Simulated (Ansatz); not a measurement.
# Single-point calculation of Ir

The run: single-point calculation of Ir (Pmma, 4 atoms in the cell). Method and program: DFT PBEsol, scalar-relativistic, plane waves, PAW, spin-polarised (Ansatz 0.2.0).

The structure derives from a Materials Project entry. It belongs to a series of runs on one base structure; here: antiferromagnetic, doubled cell, propagation vector (0, 1/2, 0). Figures and captions count atoms from 1; the log counts them from 0 in places.

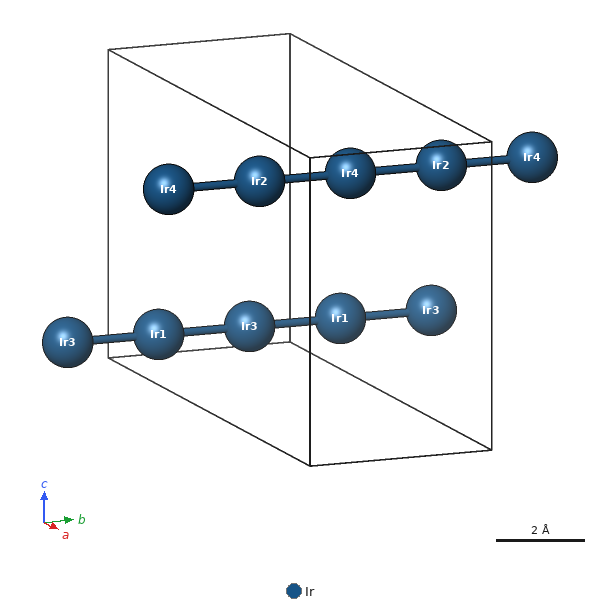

Fig. 1: The structure as given in the input (ball-and-stick view of the cell of the calculation, seen slightly off an axis; bonded neighbours outside the cell are drawn too; atoms are numbered from 1 in the order of the input). An atom can appear more than once, as a periodic image.

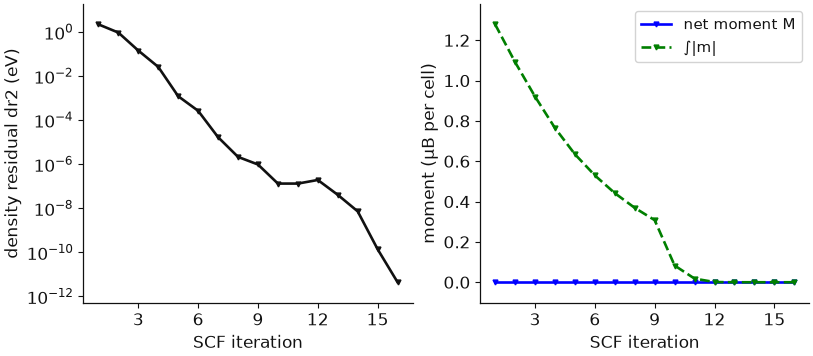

Fig. 2: Convergence of the self-consistent field: density residual dr2 and magnetic moment against the SCF iteration. The residual falls almost steadily, with no more than small rises. The net moment stays at 0.0 μB per cell, and ∫|m| falls to zero.

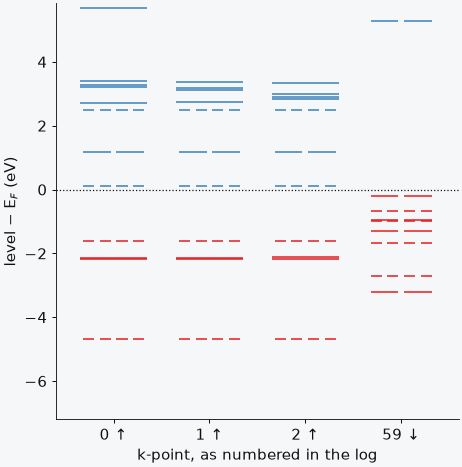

Fig. 3: Kohn–Sham levels near the Fermi level (dotted) at the few k-points that the log prints; levels within 0.02 eV of each other stand side by side. The system is metallic on the full mesh.

These pictures come from the run below.

### The input
```yaml
crystal:
  lattice:
    - [12.23845525, 0.0, 0.0]
    - [0.0, 4.46686252, 0.0]
    - [0.0, 0.0, 7.1930008]
  atoms:
    - { symbol: Ir, position: [0.25, 0.0, 0.1639884], spin: 1.0 }
    - { symbol: Ir, position: [0.75, 0.0, 0.8360116], spin: 1.0 }
    - { symbol: Ir, position: [0.25, 0.5, 0.1639884], spin: -1.0 }
    - { symbol: Ir, position: [0.75, 0.5, 0.8360116], spin: -1.0 }
basis:
  ecutwfc: 420
kpoints:
  mp_grid: { grid: [4, 9, 6] }
hamiltonian:
  xc: pbesol
scf:
  occupations: { method: gaussian, width: 0.1 }
  lower_state_search: "off"
output:
  forces: true
  stress: true
  eigenvalues: true
  populations: true
magnetization:
  spin_polarized: true
```

Command:
```bash
ansatz run input.yaml --threads 1 --pin off --max-ram 2560MiB --backend cpu --events-out ev --progress --plain --runs-dir out
```

### Log
```
Engine: ansatz 0.2.0, x86_64-unknown-linux-gnu
Pseudopotentials: kind: paw
Pseudopotential: Ir, paw, valence charge 17, recommended cutoff 420 eV (normal), Ir.paw.azcp
Functional definition: PBEsol
  exchange = pbesol_x
  correlation = pbesol_c
Crystal: 4 atoms, lattice volume = 393.223 Å³
Basis set: ecut = 420 eV, 7691 PW (Γ), exchange–correlation on 180×60×100 points (8 copies of the dense FFT grid, shifted against one another)
Bands: 44, of which v1, the nominal top of the filled ones, is band 34 counted from 1 (33 counted from 0)
Symmetry: 8 space group operations
Space group: Pmma (ITA 51), of the structure as read, at distance tolerance 7.3e-5 Å
Magnetic group: BNS 51.299 (UNI 397), of the structure as read, at distance tolerance 7.3e-5 Å
k-points: 60 of 216
Non-local potential: Ir, projectors of the file, l = 0: 3, l = 1: 2, l = 2: 2, l = 3: 1
PAW form: soft (Blöchl's): semilocal exchange-correlation on the pseudo side does not see the compensation charge
PAW frozen core: Ir, regenerated for the run's functional, and the local potential with it (the file was generated under x = pbe(κ = 0.804, μ = 0.2195149727645171), c = pbe(β = 0.06672455060314922))
PAW one-centre angular grid: Ir, 590 points (default); XC on 64 Gauss nodes
Initial density: superposition of atomic densities (neutral atoms: chi_scale 0, normalization atom)
Starting moments: Σ|m| = 4 μB on 4 of 4 sites
Starting magnetic order: antiferromagnet; a translation exchanges its spin sublattices: spin-degenerate at every k-point
Initial wavefunctions: pseudopotential atomic-orbital guess
Functional: x = pbesol(κ = 0.804, μ = 0.12345679012345678), c = pbesol(β = 0.046)
SCF iter   1: F=—  HF=-47178.869384 eV  |F-HF|=—  |Δ(HF+E_count)|=         —  Δρ=2.23e-2 (↑2.23e-2 ↓2.23e-2)  dr2=2.21e0  dr2_m=1.15e0  M=0.000 μB ∫|m|=1.279 μB  β_m=0.30  ethr=3.10e-3  ⟨swp⟩=6.6  Hψ=10435  notcnv=0
preconditioner: auto → LDOS  [metal: Δε(μ)=0.043 eV  Ē_g=5.294 eV  σ=0.100 eV  W_gap=0.24  n_scr=60 (ndim 8)  ℏωp=11.2 eV  f_vac=0.615  D(μ)=22.32/eV (n_scr^D=226)]
spin=Collinear: LDOS preconditioning applied to the charge; magnetization (m = ρ↑ − ρ↓) channel mixes plain (no charge-response kernel on spin).
SCF iter   2: F=—  HF=-47178.698237 eV  |F-HF|=—  |Δ(HF+E_count)|=   1.71e-1  Δρ=1.53e-2 (↑1.53e-2 ↓1.53e-2)  dr2=9.36e-1  dr2_m=6.24e-1  M=0.000 μB ∫|m|=1.092 μB  β_m=0.30  ethr=3.10e-3  ⟨swp⟩=1.0  Hψ=3121  notcnv=0  defer=16
SCF iter   3: F=—  HF=-47178.531147 eV  |F-HF|=—  |Δ(HF+E_count)|=   1.67e-1  Δρ=1.01e-2 (↑1.01e-2 ↓1.01e-2)  dr2=1.43e-1  dr2_m=3.49e-1  M=0.000 μB ∫|m|=0.921 μB  β_m=0.30  ethr=1.38e-3  ⟨swp⟩=2.0  Hψ=2678  notcnv=0  defer=114
SCF iter   4: F=—  HF=-47178.544811 eV  |F-HF|=—  |Δ(HF+E_count)|=   1.37e-2  Δρ=7.75e-3 (↑7.75e-3 ↓7.75e-3)  dr2=2.59e-2  dr2_m=2.08e-1  M=0.000 μB ∫|m|=0.765 μB  β_m=0.30  ethr=2.11e-4  ⟨swp⟩=2.2  Hψ=4125  notcnv=0  defer=228
SCF iter   5: F=—  HF=-47178.578745 eV  |F-HF|=—  |Δ(HF+E_count)|=   3.39e-2  Δρ=5.91e-3 (↑5.91e-3 ↓5.91e-3)  dr2=1.21e-3  dr2_m=1.26e-1  M=0.000 μB ∫|m|=0.635 μB  β_m=0.30  ethr=3.81e-5  ⟨swp⟩=2.3  Hψ=3416  notcnv=0  defer=228
SCF iter   6: F=—  HF=-47178.596719 eV  |F-HF|=—  |Δ(HF+E_count)|=   1.80e-2  Δρ=4.62e-3 (↑4.62e-3 ↓4.62e-3)  dr2=2.63e-4  dr2_m=7.67e-2  M=0.000 μB ∫|m|=0.530 μB  β_m=0.30  ethr=1.78e-6  ⟨swp⟩=2.0  Hψ=3492  notcnv=0  defer=228
SCF iter   7: F=—  HF=-47178.608461 eV  |F-HF|=—  |Δ(HF+E_count)|=   1.17e-2  Δρ=3.63e-3 (↑3.63e-3 ↓3.63e-3)  dr2=1.67e-5  dr2_m=4.74e-2  M=0.000 μB ∫|m|=0.442 μB  β_m=0.30  ethr=3.86e-7  ⟨swp⟩=2.7  Hψ=4695  notcnv=0  defer=228
SCF iter   8: F=—  HF=-47178.616081 eV  |F-HF|=—  |Δ(HF+E_count)|=   7.62e-3  Δρ=2.87e-3 (↑2.87e-3 ↓2.87e-3)  dr2=2.13e-6  dr2_m=2.97e-2  M=0.000 μB ∫|m|=0.369 μB  β_m=0.30  ethr=2.45e-8  ⟨swp⟩=2.8  Hψ=5479  notcnv=0  defer=228
Mixer restart at iter 8: flushing history
spin-set hold released at iteration 8 (site moments contracting): the magnetisation degrees of freedom join the quasi-Newton model from the next iteration; the mixer history was flushed
SCF iter   9: F=—  HF=-47178.621164 eV  |F-HF|=—  |Δ(HF+E_count)|=   5.08e-3  Δρ=2.29e-3 (↑2.29e-3 ↓2.29e-3)  dr2=9.63e-7  dr2_m=1.88e-2  M=0.000 μB ∫|m|=0.308 μB  β_m=0.57  ethr=3.14e-9  ⟨swp⟩=3.2  Hψ=5676  notcnv=0  defer=228
SCF iter  10: F=—  HF=-47178.631313 eV  |F-HF|=—  |Δ(HF+E_count)|=   1.01e-2  Δρ=4.31e-4 (↑4.31e-4 ↓4.31e-4)  dr2=1.31e-7  dr2_m=6.69e-4  M=0.000 μB ∫|m|=0.083 μB  β_m=0.82  ethr=1.42e-9  ⟨swp⟩=4.3  Hψ=7782  notcnv=0  defer=228
SCF iter  11: F=—  HF=-47178.632011 eV  |F-HF|=—  |Δ(HF+E_count)|=   6.98e-4  Δρ=8.03e-5 (↑8.03e-5 ↓8.03e-5)  dr2=1.31e-7  dr2_m=2.32e-5  M=0.000 μB ∫|m|=0.018 μB  β_m=0.91  ethr=1.93e-10  ⟨swp⟩=4.0  Hψ=7733  notcnv=0  defer=228
SCF iter  12: F=—  HF=-47178.632192 eV  |F-HF|=—  |Δ(HF+E_count)|=   1.81e-4  Δρ=5.93e-6 (↑5.93e-6 ↓5.93e-6)  dr2=1.91e-7  dr2_m=6.37e-8  M=0.000 μB ∫|m|=0.001 μB  β_m=0.90  ethr=1.93e-10  ⟨swp⟩=3.7  Hψ=6781  notcnv=0  defer=228
iter 13 did not close the SCF: its close was put off for a magnetic moment that had not settled (scf_convergence_deferred on its scf_iter line)
SCF iter  13: F=-47178.632192 eV  HF=-47178.632192 eV  |F-HF|=2.09e-8  |Δ(HF+E_count)|=   6.17e-8  Δρ=2.43e-6 (↑2.43e-6 ↓2.43e-6)  dr2=4.05e-8  dr2_m=8.07e-9  M=0.000 μB ∫|m|=0.000 μB  β_m=0.84  ethr=1.47e-10  ⟨swp⟩=10.3  Hψ=10963  notcnv=0
iter 14 did not close the SCF: its close was put off for a magnetic moment that had not settled (scf_convergence_deferred on its scf_iter line)
SCF iter  14: F=-47178.632192 eV  HF=-47178.632192 eV  |F-HF|=4.20e-9  |Δ(HF+E_count)|=   2.40e-9  Δρ=9.59e-7 (↑9.59e-7 ↓9.59e-7)  dr2=7.19e-9  dr2_m=1.18e-9  M=0.000 μB ∫|m|=0.000 μB  β_m=0.71  ethr=5.96e-11  ⟨swp⟩=1.8  Hψ=7250  notcnv=0
iter 15 did not close the SCF: its close was put off for a magnetic moment that had not settled (scf_convergence_deferred on its scf_iter line)
SCF iter  15: F=-47178.632192 eV  HF=-47178.632192 eV  |F-HF|=2.18e-11  |Δ(HF+E_count)|=  4.58e-10  Δρ=1.92e-7 (↑1.92e-7 ↓1.92e-7)  dr2=1.37e-10  dr2_m=8.79e-11  M=0.000 μB ∫|m|=0.000 μB  β_m=0.80  ethr=1.06e-11  ⟨swp⟩=1.1  Hψ=6701  notcnv=0
SCF iter  16: F=-47178.632192 eV  HF=-47178.632192 eV  |F-HF|=7.28e-12  |Δ(HF+E_count)|=  1.16e-10  Δρ=3.54e-8 (↑3.54e-8 ↓3.53e-8)  dr2=4.35e-12  dr2_m=2.49e-12  M=0.000 μB ∫|m|=0.000 μB  ethr=1.00e-12  ⟨swp⟩=1.0  Hψ=5813  notcnv=0
the search or the solves at the SCF's close seem to have found levels that the self-consistency loop had missed (the run counts 2). By its estimate they hold under 1e-12 electrons; where the run keeps them, the occupations were computed again with them
WARN: the starting moments were not kept: the SCF closed with an absolute magnetisation of 3.1e-6 μB, where they sum to 4 μB in size (4 sites). That is at most 0.1 of that sum. Measured as dr2_m measures the in/out step, that magnetisation stands 5.3e-13 eV from none, at or under the dr2_threshold of 1.0e-7 eV: it is no larger than a step whose dr2_m would equal this threshold. The system may hold no moment; this SCF shows only that its start led to no more than that. To try another start: raise the starting moments (crystal.atoms[].spin, magnetization.per_species, magnetization.initial_magnetization, or on a non-collinear deck that types none of these the spinor_matrix: blocks that start its atoms; where the total moment is fixed, keep their sum and leave initial_magnetization as it is; typed ones take the place of any that the run laid by itself, positive ones on a crystal's lanthanoids without a Hubbard term where scf.initial_density.shell_occupations: [] is typed) or, if the notice of its spin-set hold's release reads "site moments contracting" or "site moments show no strong build", lengthen the hold (scf.mixing.spin_hold: { on: { confirm: 4 } }; for m-r²SCAN on two components see the key's manual first). Each may lead to a state that holds a moment. A second SCF, from the converged charge density, with the starting moments and any scf.initial_density.shell_occupations laid on it anew, would have followed, and was not run: the deck does not ask for one (magnetization.retry_lost_moments is false, the default). To let it run, set magnetization.retry_lost_moments: true and run the deck again, where that key's refused combinations let it; where memory then withholds it, that run's warning says so.
SCF 1 converged in 16 iterations: F = -47178.632192 eV  dr2 = 4.35e-12
  greatest PAW one-centre occupation: 1.000 electrons in one spin orbital (limit 2), on the Ir atom at site 3 (counted from 0), in its partial waves of l = 1
SCF converged after 16 iterations
Magnetization: 0.0000 μB (34.0000 up, 34.0000 down)
Absolute magnetization: 0.0000 μB (∫|ρ↑−ρ↓|, with the PAW one-centre terms)
Spin contamination: 0.0000 ħ² per cell (⟨S²⟩ above its minimum at these occupations)
Per-site moments (μB) at R_I (Å): [(2.300018620438174e-7, 0.9212903947500001), (2.3000186201175134e-7, 0.9212903947500001), (-2.3000186204381736e-7, 0.9212903947500001), (-2.300018620117514e-7, 0.9212903947500001)]
Free energy (F): -47178.632192 eV
Harris-Foulkes:  -47178.632192 eV  (|F-HF|=7.28e-12)
Internal energy: -47178.561805 eV  (E = F + TS)
E sigma→0 (E₀):  -47178.596998 eV
Entropy (-TS):   -0.070387 eV (-17.597 meV/atom)
Fermi energy:    -1.482853 eV
--- Per-component energies (eV) ---
  E_band       = -2074.001684
  E_kinetic    = 2479.256533
  E_local      = -17274.223128  (includes V_loc(G=0)·N_el)
  E_nonlocal   = 321.532004
  E_hartree    = 7259.047177
  E_xc         = -1046.730861
  E_vxc        = -1172.754588  (∫ρ·V_xc dr)
  E_paw        = -36360.148118  (= ΣΔE_a)
  E_vpaw       = -945.907271  (= ΣTr[D̂ρ^β])
  E_aug_tail   = 0.000245  (compensation charges beyond the density's cutoff)
  E_ewald      = -2558.356797
  E_core_change = 1.061139  (= ΣΔE_core)
  E_smearing   = -0.070387  (= −TS)
  E_closure    = 0.000000  (closes the sum)
  Σ components = -47178.632192   (vs F -47178.632192, Δ=0.00e0)
--- Forces (eV/Å), atoms counted from 1 ---
  atom   1  Ir     0.00000000     0.00000000    -0.00072823
  atom   2  Ir     0.00000000     0.00000000     0.00072823
  atom   3  Ir     0.00000000     0.00000000    -0.00072823
  atom   4  Ir     0.00000000     0.00000000     0.00072823
  max |Σ_I F_I| component: 1.08e-19 eV/Å
--- Stress (GPa, compression-positive) ---
       -0.013378       0.000000       0.000000
        0.000000       2.013477       0.000000
        0.000000       0.000000      -0.008394
  P = ⅓ Tr σ = 0.6639 GPa (6.639 kbar)
--- Band table (eV; the first three rows and the last of 120) ---
  k-point 0 ↑: bands = ["-93.1621", "-93.1621", "-92.8965", "-92.8965", "-51.8476", "-51.8476", "-49.7353", "-49.7353", "-49.7353", "-49.7353", "-49.4286", "-49.4286", "-49.4285", "-49.4285", "-49.2945", "-49.2945", "-8.9811", "-8.9807", "-6.1738", "-6.1732", "-6.1732", "-6.1729", "-3.6698", "-3.6132", "-3.1075", "-3.1039", "-3.1024", "-3.0984", "-1.3822", "-1.3817", "-1.3813", "-1.3809", "-0.3106", "-0.3008", "1.0094", "1.0095", "1.0095", "1.0095", "1.2403", "1.7369", "1.8043", "1.9106", "4.1946", "4.4036"]
  k-point 1 ↑: bands = ["-93.1621", "-93.1621", "-92.8965", "-92.8965", "-51.8476", "-51.8476", "-49.7353", "-49.7353", "-49.7353", "-49.7353", "-49.4286", "-49.4286", "-49.4286", "-49.4286", "-49.2945", "-49.2945", "-8.9811", "-8.9807", "-6.1738", "-6.1733", "-6.1732", "-6.1729", "-3.6632", "-3.6099", "-3.1062", "-3.1041", "-3.1009", "-3.0993", "-1.3820", "-1.3817", "-1.3811", "-1.3810", "-0.3096", "-0.3004", "1.0094", "1.0095", "1.0095", "1.0095", "1.2728", "1.6234", "1.6927", "1.8927", "4.4108", "4.4425"]
  k-point 2 ↑: bands = ["-93.1621", "-93.1621", "-92.8965", "-92.8965", "-51.8476", "-51.8476", "-49.7354", "-49.7353", "-49.7353", "-49.7353", "-49.4286", "-49.4286", "-49.4286", "-49.4286", "-49.2945", "-49.2945", "-8.9810", "-8.9806", "-6.1737", "-6.1734", "-6.1733", "-6.1729", "-3.6495", "-3.6038", "-3.1043", "-3.1034", "-3.1014", "-3.0979", "-1.3817", "-1.3817", "-1.3811", "-1.3807", "-0.3077", "-0.2994", "1.0094", "1.0095", "1.0095", "1.0095", "1.3488", "1.4275", "1.5048", "1.8451", "4.4260", "4.4733"]
  k-point 59 ↓: bands = ["-93.0536", "-93.0536", "-93.0075", "-93.0075", "-50.8553", "-50.8553", "-50.4141", "-50.4141", "-49.6104", "-49.6104", "-49.6103", "-49.6103", "-49.5571", "-49.5571", "-49.5571", "-49.5571", "-4.6903", "-4.6903", "-4.1771", "-4.1771", "-4.1748", "-4.1748", "-3.1567", "-3.1567", "-3.1520", "-3.1520", "-2.7640", "-2.7640", "-2.4670", "-2.4670", "-2.4545", "-2.4545", "-2.4450", "-2.4450", "-2.1658", "-2.1658", "-2.1597", "-2.1597", "-1.6844", "-1.6844", "3.7863", "3.7863", "4.4615", "4.4615"]
--- Löwdin populations: 4 sites ---
  site symbol       q [e]    m [muB]
     0     Ir     16.9458     0.0000
     1     Ir     16.9458     0.0000
     2     Ir     16.9458    -0.0000
     3     Ir     16.9458    -0.0000
  spilling = 0.003190 (of n_electrons = 68.000000)
```

### Key numbers

```tsv
quantity	value
outcome	converged
space group (tolerance 0.01 Å)	Pmma (51)
electrons treated	68
free energy	−47178.6322 eV
Fermi energy	−1.483 eV
gap on the k-point mesh	none (metallic)
net moment of the cell	0.00 μB
integrated absolute moment	0.00 μB
pressure	0.66 GPa
largest force (length of the vector)	0.001 eV/Å
hardware	1 thread of Intel Xeon @ 2.50GHz (Skylake/Cascade Lake), 189 GiB of memory available, shared host
wall time	4.3 min
peak memory	1.4 GiB
```

### Notes

The program warns: some starting moments were not kept. Spin–orbit coupling is left out, which matters for Ir.
